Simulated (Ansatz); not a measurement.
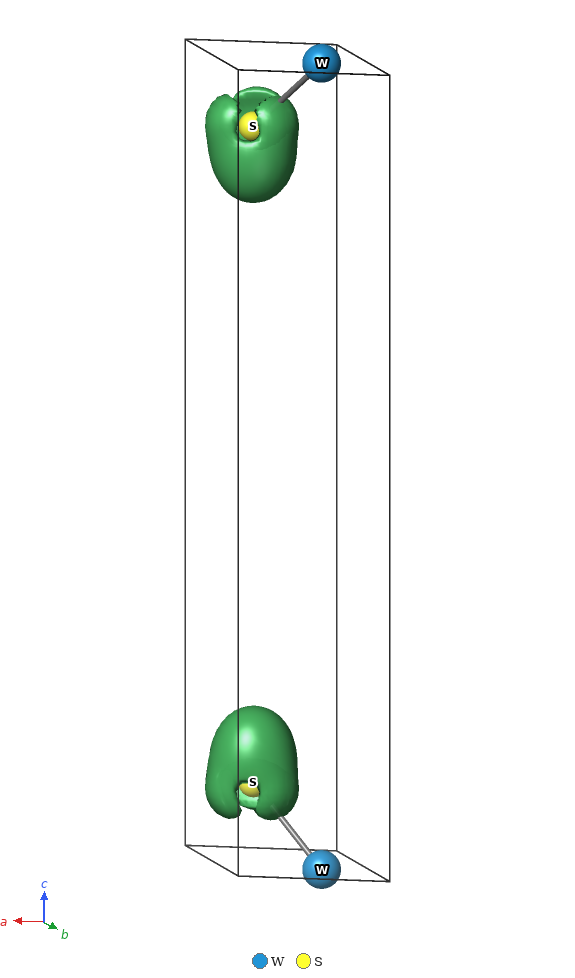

The picture shows: WS2. Isosurface of the ELF at 0.8 (green), seen at an oblique angle. Core shells and regions of very low density are left out. Sticks mark near contacts.

Space group P-6m2; a structure from a database of computed crystals, not necessarily the ambient phase; started from the database structure prototype, which need not be the ambient phase.

Method: Ansatz, DFT, PBE-D4, plane waves, PAW.

The calculation's input:

```
crystal:
  lattice:
    - [3.1597199501, 0.0, 0.0]
    - [-1.579859975, 2.7363977456, 0.0]
    - [0.0, 0.0, 16.9394839867]
  atoms:
    - { symbol: W, position: [0.3333333333, 0.6666666667, 0.0] }
    - { symbol: S, position: [0.6666666667, 0.3333333333, 0.9069628234] }
    - { symbol: S, position: [0.6666666667, 0.3333333333, 0.0930371766] }
kpoints:
  mp_grid: { grid: [12, 12, 2] }
hamiltonian:
  xc: pbe
  dispersion: d4
scf:
  occupations: { method: fermi_dirac, width: 0.02 }
relax:
  f_tol: 0.005
  cell: {}
output:
  write_density: true
  write_potential: true
  elf: true
  volumetric_format: npy
```

Command:

```sh
ansatz run input.yaml --threads 2 --pin off --max-ram 2211MiB --backend cpu --events-out ev --progress --plain --runs-dir out
```

Below, planes, directions and counts refer to the conventional cell (a = 3.16 Å, b = 3.16 Å, c = 16.94 Å, α = 90.00°, β = 90.00°, γ = 120.00°).

The fields are those of the relaxed geometry.

**Describe the localisation domains.**

The ELF exceeds this value in two regions wrapped around S (the valence shell of each), counted in one cell of 3 atoms. Any copies at cell faces, edges or corners count once. Along the contacts the grid gives the following. W–S (2.41 Å): the ELF peaks at about 0.85 in the valence shell of S, 0.8 Å from its nucleus, and is about 0.50 at the midpoint.

**Does the calculation make it a metal, or give it a gap?**

It is gapped, with a Kohn–Sham gap of 1.9 eV on the k-point mesh (the band edges may lie off the mesh, which would make the gap smaller).
